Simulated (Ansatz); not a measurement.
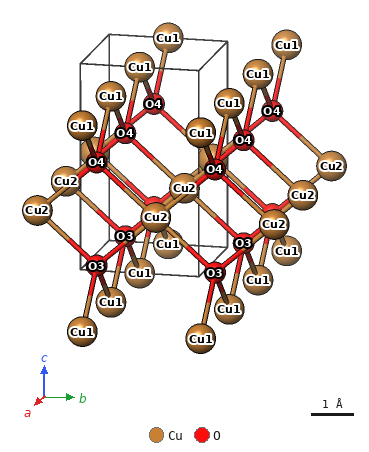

This is the input geometry for a relaxation of a crystal of CuO (set up in Cccm). A ball-and-stick model of the cell of the calculation, repeated 3 × 2 × 1 with one cell outlined, seen slightly off an axis.

Case: relaxed again under DFT PBEsol, scalar-relativistic, plane waves, PAW.

Theory: Ansatz 0.2.0, DFT PBEsol, scalar-relativistic, plane waves, PAW.

The input:
```yaml
crystal:
  lattice:
    - [2.082149689, -2.087942439, 0.0]
    - [2.082149689, 2.087942439, 0.0]
    - [0.0, 0.0, 5.1512621043]
  atoms:
    - { symbol: Cu, position: [0.0, 0.5, 0.0] }
    - { symbol: Cu, position: [0.5, 0.0, 0.5] }
    - { symbol: O, position: [0.5, 0.5, 0.25] }
    - { symbol: O, position: [0.5, 0.5, 0.75] }
basis:
  ecutwfc: 420
kpoints:
  mp_grid: { grid: [14, 14, 8] }
hamiltonian:
  xc: pbesol
scf:
  occupations: { method: gaussian, width: 0.1 }
output:
  forces: true
  stress: true
  eigenvalues: true
relax:
  adjacent_minimum: "off"
  f_tol: 0.005
  max_steps: 50
  cell: { stress_tol: 0.05 }
```

Command:
```bash
ansatz run input.yaml --threads 1 --pin off --max-ram 2560MiB --backend cpu --events-out ev --progress --plain --runs-dir out
```

> Predict the outcome.

The atoms keep their places relative to the cell (all moves are under 0.005 Å). The volume changes by −4.8 %, with a = b 2.949 → 2.894 Å (−1.8 %), c 5.151 → 5.092 Å (−1.1 %), γ 90.2° → 90.0°. Near-neighbour distances that change, for instance: Cu1–O3 1.958 → 1.927 Å. Within 0.06 Å the space group is P4_2/mmc at the start and P4_2/mmc at the end; at a tighter tolerance small leftover displacements or strains of the cell lower it. Over 5 accepted moves (7 points after the start) the energy falls by 49.7 meV per cell of the calculation. All forces vanish by symmetry, so only the cell relaxes. The pressure goes from −7.30 to −0.01 GPa. The SCF was repeated twice at an unchanged geometry on a basis and grid sized afresh for the cell, which shifted the energy by 7.0 meV per cell of the calculation at most. Cost: 2.8 min on 1 thread of Arm Neoverse V1 (shared host), peak memory 0.55 GiB.

Step by step:

```tsv
step	E − E(0), meV/atom	pressure, GPa	volume, Å³/atom	note
0	0.00	-7.30	11.197	
1	-10.10	-3.82	10.931	
2	-14.23	0.30	10.661	
3	-14.15	-0.01	10.682	
4	-14.16	0.00	10.682	
5	-12.40	-0.27	10.682	same geometry, new basis
6	-12.50	0.00	10.664	
7	-12.42	-0.01	10.664	same geometry, new basis
```

After the run, drawn alike:

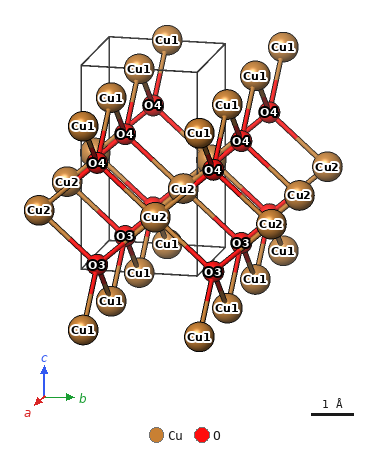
